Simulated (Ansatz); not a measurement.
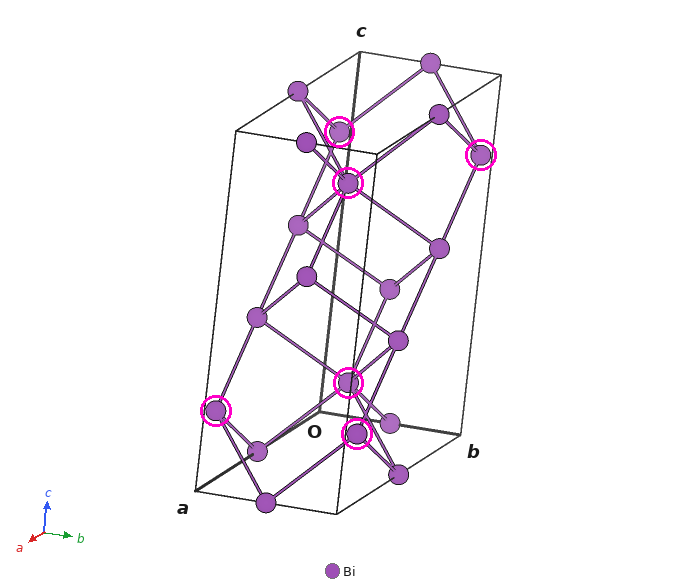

Crystal: Bi, the end point of a relaxation with DFT PBE, scalar-relativistic, plane waves, PAW in Ansatz; the starting structure was generated, so it need not be a known form of this composition. One unit cell; the ringed atoms, with their copies on corners, edges and faces, form one crystallographic orbit. The drawing is computed from the coordinates (standard cell, symmetry found to 0.002 Å).

a = 7.814 Å, b = 4.511 Å, c = 10.386 Å, α = 90.00°, β = 104.22°, γ = 90.00°; space group C2/m (No. 12).

> Which Wyckoff position do the ringed atoms fill?

Bi on 4i, site symmetry m: 8 operations a cell over 2 that keep the site give 4 atoms, with 2 free parameters.

> One of them lies at (0.099, 0, 0.799). List the coordinates of all.

(0.099, 0, 0.799); (0.901, 0, 0.201); (0.599, 1/2, 0.799); (0.401, 1/2, 0.201).
